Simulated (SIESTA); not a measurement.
**Pd: 7 runs along one coordinate**

System: Pd (P6₃/mmc, 2 atoms in the cell).
Method: Kohn-Sham DFT of a periodic cell, PBEsol, PseudoDojo 0.4 standard, converted to PSML, no spin polarisation (SIESTA 5.4.2).

The 7 runs differ only in the geometry, by an even scaling of the cell at fixed fractional positions. The structure derives from a Materials Project entry.

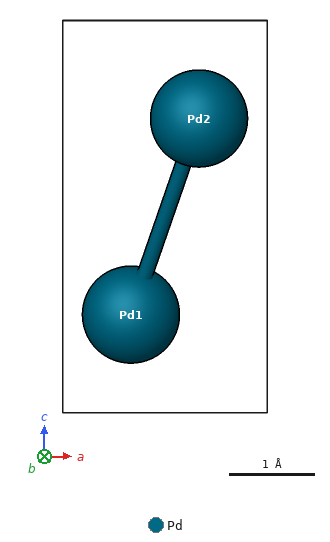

Figure 1. The structure of run 4 (ball-and-stick view of the cell of the calculation, along the b axis; atoms are numbered from 1 in the order of the input). An atom can appear more than once, as a periodic image.

### Input of run 4
```
SystemName                      Pd
SystemLabel                     Pd
NumberOfSpecies                 1
NumberOfAtoms                   2
%block ChemicalSpeciesLabel
  1  46 Pd
%endblock ChemicalSpeciesLabel

LatticeConstant                 1.0 Ang
%block LatticeVectors
     2.7836650458     0.0000000000     0.0000000000
    -1.3918325229     2.4107246453     0.0000000000
     0.0000000000     0.0000000000     4.6288930000
%endblock LatticeVectors
AtomicCoordinatesFormat         Fractional
%block AtomicCoordinatesAndAtomicSpecies
     0.3333333333     0.6666666667     0.2500000000  1  Pd
     0.6666666667     0.3333333333     0.7500000000  1  Pd
%endblock AtomicCoordinatesAndAtomicSpecies

%block kgrid.MonkhorstPack
   11   0   0  0.0
    0  11   0  0.0
    0   0   6  0.0
%endblock kgrid.MonkhorstPack
XC.Functional                   GGA
XC.Authors                      PBEsol
PAO.BasisSize                   DZP
PAO.EnergyShift                 0.003 Ry
Mesh.Cutoff                     800 Ry
OccupationFunction              FD
ElectronicTemperature           0.05 eV
MaxSCFIterations                120
SCF.MustConverge                false
SCF.Mixer.Method                Pulay
SCF.Mixer.Weight                0.25
SCF.Mixer.History               8
SCF.DM.Tolerance                5.0e-05
SCF.H.Tolerance                 1.0e-03 eV
WriteForces                     true
Charge.Mulliken                 end
%block PAO.Basis
  Pd 5
  n=4 0 2
    2.827 0.000
  n=5 0 2
    8.651 0.000
  n=4 1 2
    3.241 0.000
  n=5 1 1
    8.651
  n=4 2 2
    5.842 0.000
%endblock PAO.Basis
```

Command:
```bash
siesta Pd.fdf > Pd.out 2>&1
```

Lattice vectors (Å) and fractional positions of run 4:
```
   2.783665    0.000000    0.000000
  -1.391833    2.410725    0.000000
   0.000000    0.000000    4.628893
Pd  0.333333  0.666667  0.250000
Pd  0.666667  0.333333  0.750000
```

Run 2 differs from it as follows:
```diff
-     2.7836650458     0.0000000000     0.0000000000
-    -1.3918325229     2.4107246453     0.0000000000
-     0.0000000000     0.0000000000     4.6288930000
+     2.7460433387     0.0000000000     0.0000000000
+    -1.3730216694     2.3781432912     0.0000000000
+     0.0000000000     0.0000000000     4.5663327230
```

### Results, with one run withheld

| run | volume per atom (Å³) | free energy per atom, from the lowest run given (meV) | pressure (GPa) |
| --- | --- | --- | --- |
| 1 | 14.600 | 0.00 | 0.70 |
| 2 | 14.910 | ? | ? |
| 3 | 15.221 | 11.83 | −6.43 |
| 4 | 15.531 | 27.18 | −9.31 |
| 5 | 15.842 | 47.58 | −11.64 |
| 6 | 16.153 | 72.26 | −13.80 |
| 7 | 16.463 | 100.79 | −15.54 |

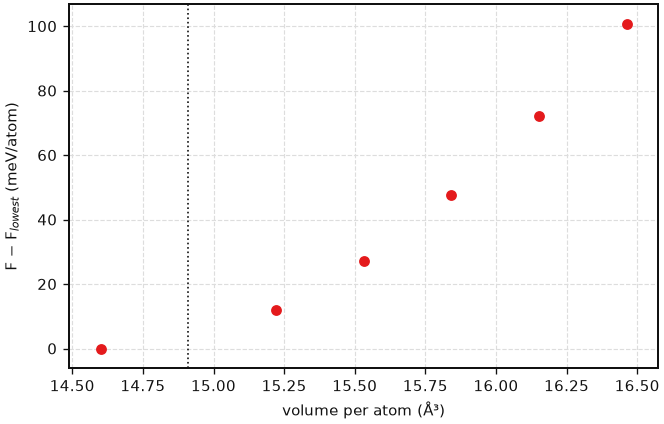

Figure 2. Free energy per atom of the runs given; the dotted line marks run 2.

Estimate the energy of run 2 from the others.

A cubic polynomial in V^(−2/3) (the Birch–Murnaghan form), fitted to the 6 runs given, misses them by at most 0.07 meV per atom. With x = V^(−2/3) − 0.16007 Å⁻², it reads F = 32.161 − 9094.6 x + 6.1252e+05 x² + 4.0234e+06 x³ (meV per atom). At run 2 it gives 2.49 meV per atom, and the run itself gives 2.50. The slope of the fit gives a pressure −dF/dV of −3.15 GPa there, and the run prints −3.13 GPa. The fit has its minimum at 14.651 Å³ per atom, where V d²F/dV² gives 189 GPa. Cell shape and fractional positions are held, so this is the stiffness under even scaling; the relaxed bulk modulus wasn't computed.

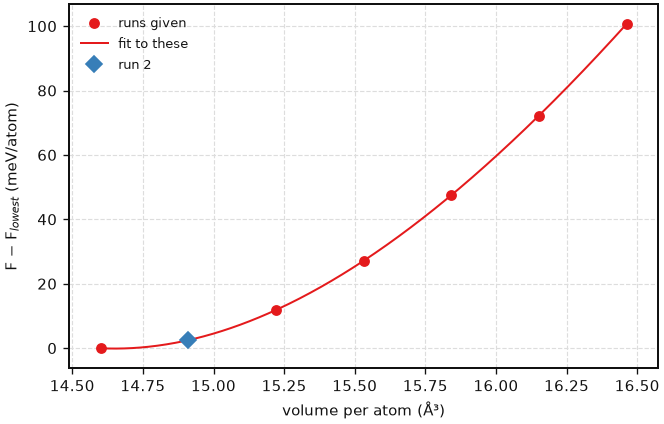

Figure 3. The fit and the withheld run.

### Some lines of the output (run 2)
```
[...]
outcell: Cell volume (Ang**3)        :     29.8204
stepf: Fermi-Dirac step function
siesta: Etot    =     -7338.398636
siesta: FreeEng =     -7338.443268
        iscf     Eharris(eV)        E_KS(eV)     FreeEng(eV)     dDmax    Ef(eV) dHmax(eV)
siesta: E_KS(eV) =            -7338.5221
siesta: E_KS - E_eggbox =     -7338.5221
siesta: Etot    =     -7338.522100
siesta: FreeEng =     -7338.568930
siesta:         Fermi =      -7.397243
siesta: Cell volume =         29.820365 Ang**3
    Orbital volume contribution        =           2.819046 eV
```

Notes: Points of doubt noted for this run: mulliken charges of long orbitals. With a small basis of atomic orbitals these values can differ much from converged plane-wave results.
